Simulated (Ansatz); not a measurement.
# SiC3: from a guess to a relaxed structure, part 2 of 2

The task: take a trial cell of SiC3 to zero force and stress.

Ansatz 0.2.0; DFT PBE, scalar-relativistic, plane waves, PAW.

## Step 4: Coarse relaxation, continued

The end of the coarse run is made exact in the group found at a tolerance of 0.06 Å and reduced to its primitive cell.

input.yaml reads:

```yaml
crystal:
  lattice:
    - [3.1854800547, 0.0, 0.0]
    - [0.0, 3.1854800547, 0.0]
    - [0.0, 0.0, 3.1854800547]
  atoms:
    - { symbol: Si, position: [0.0, 0.0, 0.0] }
    - { symbol: C, position: [0.0, 0.5, 0.5] }
    - { symbol: C, position: [0.5, 0.0, 0.5] }
    - { symbol: C, position: [0.5, 0.5, 0.0] }
basis:
  ecutwfc: 420
kpoints:
  mp_grid: { grid: [6, 6, 6] }
hamiltonian:
  xc: pbe
scf:
  occupations: { method: gaussian, width: 0.1 }
  lower_state_search: "off"
output:
  forces: true
  stress: true
  eigenvalues: true
relax:
  adjacent_minimum: "off"
  f_tol: 0.04
  max_steps: 70
  cell: { stress_tol: 0.4 }
```

Launch:

```
ansatz run input.yaml --threads 1 --pin off --max-ram 2048MiB --backend cpu --events-out ev --progress --plain --runs-dir out
```

What it wrote (excerpt; [...] marks lines left out):

```text
[...]
relax step   4: F+E_penalty+E_count = -1375.98628770 eV  Δ(F+E_penalty+E_count) = -2.508e-3 eV  max|allowed force component| = 1.200e-30 eV/Å  Δτ_max = 0.0000 Å  P = +0.176 GPa  Ω = 33.148 Å³  stress off target by 1.76e-1 GPa  SCF on the basis re-selected at this cell (its energy is not [...]
SCF converged after 6 iterations
Free energy (F): -1375.986288 eV
[...]
E sigma→0 (E₀):  -1375.979811 eV
Entropy (-TS):   -0.012953 eV (-3.238 meV/atom)
Fermi energy:    11.899560 eV
[...]
--- Forces (eV/Å), atoms counted from 1 ---
  atom   1  Si     0.00000000     0.00000000     0.00000000
  atom   2  C      0.00000000    -0.00000000     0.00000000
  atom   3  C     -0.00000000    -0.00000000     0.00000000
  atom   4  C     -0.00000000     0.00000000    -0.00000000
[...]
--- Stress (GPa, compression-positive) ---
[...]
        0.000000      -0.000000       0.175931
  P = ⅓ Tr σ = 0.1759 GPa (1.759 kbar)
--- Band table (eV; the first three rows and the last of 20) ---
  k-point 0: bands = ["-6.4246", "4.9196", "4.9196", "5.1764", "5.1764", "5.1764", "10.2878", "12.9595", "12.9595", "12.9595", "15.3667", "15.3667"]
[...]
--- Relaxed structure (3 steps of the walk, 3 accepted, 1 SCFs on fresh bases) ---
  F+E_penalty+E_count = -1375.98628770 eV   max|allowed force component| = 1.200e-30 eV/Å   (the final SCF, on the basis selected at the relaxed cell)
  cell:  # Å, volume = 33.1481 Å³
    - [3.212325940252408, -2.0864241064195053e-33, -6.419766481290786e-35]
    - [-3.1135867434260315e-33, 3.212325940252408, 0.0]
    - [3.851859888774472e-34, 0.0, 3.212325940252408]
  atoms:
    - { symbol: Si, position: [-2.519151890395789e-34, -4.0306430246324923e-35, 4.0306430246327355e-35] }
    - { symbol: C, position: [1.9145554367007244e-34, 0.5, 0.5] }
    - { symbol: C, position: [0.5, -4.0306430246319224e-35, 0.5] }
    - { symbol: C, position: [0.5, 0.5, -1.5782675613094415e-48] }
```

It took 3.9 s on 1 thread of Arm Neoverse V1, shared host; peak memory 0.27 GiB.

## Step 5: Relaxation on the finer mesh

The end of the coarse run is made exact in the group found at a tolerance of 0.06 Å and reduced to its primitive cell.

input.yaml reads:

```yaml
crystal:
  lattice:
    - [3.2123259403, 0.0, 0.0]
    - [0.0, 3.2123259403, 0.0]
    - [0.0, 0.0, 3.2123259403]
  atoms:
    - { symbol: Si, position: [0.0, 0.0, 0.0] }
    - { symbol: C, position: [0.0, 0.5, 0.5] }
    - { symbol: C, position: [0.5, 0.0, 0.5] }
    - { symbol: C, position: [0.5, 0.5, 0.0] }
basis:
  ecutwfc: 420
kpoints:
  mp_grid: { grid: [14, 14, 14] }
hamiltonian:
  xc: pbe
scf:
  occupations: { method: gaussian, width: 0.1 }
output:
  forces: true
  stress: true
  eigenvalues: true
  write_density: true
  write_potential: true
  elf: true
  volumetric_format: npy
relax:
  adjacent_minimum: "off"
  f_tol: 0.01
  max_steps: 80
  cell: { stress_tol: 0.05 }
```

Launch:

```
ansatz run input.yaml --threads 1 --pin off --max-ram 2048MiB --backend cpu --events-out ev --progress --plain --runs-dir out
```

What it wrote (excerpt; [...] marks lines left out):

```text
Warning: RAYON_NUM_THREADS=1 ignored (pool sized by the plan → 1); use --threads N
[...]
[... 4 set-up lines as earlier in the session ...]
[...]
Crystal: 4 atoms, lattice volume = 33.148 Å³
Basis set: ecut = 420 eV, 619 PW (Γ), exchange–correlation on 48×48×48 points (8 copies of the dense FFT grid, shifted against one another)
Bands: 12, of which v1, the nominal top of the filled ones, is band 8 counted from 1 (7 counted from 0)
[... 1 set-up line as earlier in the session ...]
Space group: Pm-3m (ITA 221), of the structure as read, at distance tolerance 3.2e-5 Å
k-points: 120 of 2744
[...]
SCF iter   1: F=—  HF=-1376.009894 eV  |F-HF|=—  |Δ(HF+E_count)|=         —  Δρ=5.71e-3  dr2=8.34e-3  ethr=1.77e-3  ⟨swp⟩=5.3  Hψ=8585  notcnv=0
[...]
        0.000000      -0.031405      -0.000000
       -0.000000      -0.000000      -0.031405
  P = ⅓ Tr σ = -0.0314 GPa (-0.314 kbar)
--- Band table (eV; the first three rows and the last of 120) ---
  k-point 0: bands = ["-6.3899", "5.0658", "5.0658", "5.2579", "5.2579", "5.2579", "10.4806", "13.1104", "13.1104", "13.1104", "15.5318", "15.5318"]
[...]
--- Relaxed structure (3 steps of the walk, 3 accepted, 1 SCFs on fresh bases) ---
  F+E_penalty+E_count = -1376.01020890 eV   max|allowed force component| = 5.793e-31 eV/Å   (the final SCF, on the basis selected at the relaxed cell)
  cell:  # Å, volume = 32.8333 Å³
    - [3.20212399429067, -2.0222264416065976e-33, -5.216060266048763e-34]
    - [-2.0222264416065976e-33, 3.20212399429067, 0.0]
    - [-1.5808674960178562e-33, 0.0, 3.20212399429067]
  atoms:
    - { symbol: Si, position: [-7.708977269832225e-37, 1.1221928937318063e-37, 4.683935556401085e-37] }
    - { symbol: C, position: [-7.708977269911588e-37, 0.5, 0.5] }
    - { symbol: C, position: [0.5, -2.781086736606307e-37, 0.5] }
    - { symbol: C, position: [0.5, 0.5, -4.683935556412336e-37] }
```

Run time: 16 s. Hardware: 1 thread of Arm Neoverse V1, shared host; peak memory 0.33 GiB.

Step by step:

| step | energy from step 1 (eV/cell) | largest force component (eV/Å) | pressure (GPa) | volume (Å³) |
| --- | --- | --- | --- | --- |
| 1 | 0.0000 | 0.0000 | -1.58 | 33.15 |
| 2 | -0.0017 | 0.0000 | -0.75 | 32.98 |
| 3 | -0.0024 | 0.0000 | 0.01 | 32.83 |
| 4 | -0.0016 | 0.0000 | -0.03 | 32.83 |

Step 1 is the start. Step 4 repeats the geometry before it on a plane-wave basis chosen anew for that cell, so its energy need not be comparable with the rows above.

|  | before | after | change |
| --- | --- | --- | --- |
| a (Å) | 3.212 | 3.202 | -0.3 % |
| b (Å) | 3.212 | 3.202 | -0.3 % |
| c (Å) | 3.212 | 3.202 | -0.3 % |
| volume (Å³/atom) | 8.29 | 8.21 | -0.9 % |
| shortest distance (Å) | 2.271 | 2.264 | -0.3 % |
| space group (0.01 Å) | Pm-3m | Pm-3m | same |

The run keeps the 48 symmetry operations of the start, so it could not have lowered the symmetry.

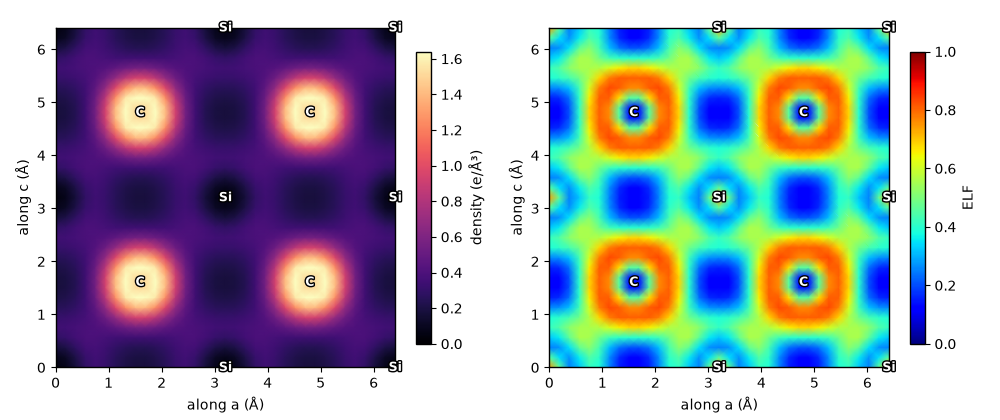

Density (left) and ELF (right) in a lattice plane of the grid's cell (edges 3.20 and 3.20 Å, at 0.000 of the third edge), which holds Si and C. Only atoms in the plane are labelled. Both are smooth fields of the valence electrons: close to the nuclei they are not physical.

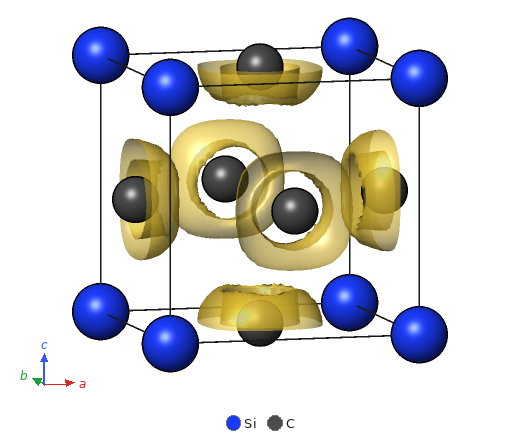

Surface of ELF = 0.77, drawn in one cell.

Outside the cores ELF peaks at 0.83 in the shell around C, 0.7 Å from C.

## Step 6: Results

The summary covers parts 1 to 2. Changes of volume or cell count from the first structure of part 1.

| quantity | value |
| --- | --- |
| symmetry at the end (tolerance 0.05 Å) | space group Pm-3m (No. 221) |
| conventional cell | a = 3.202 Å, b = 3.202 Å, c = 3.202 Å, α = 90.00°, β = 90.00°, γ = 90.00° |
| volume | 8.21 Å³/atom |
| energy over the elements | +3.16 eV/atom |
| gap on the mesh | none (metal) |

**Reading.** The space group Pm-3m (No. 221) is kept, and the volume per atom shrinks by 37.3 % from the first guess. The formation energy is positive, so the separate elements lie lower. No finished test with a distortion of lower symmetry is shown, so the end may be a saddle point.
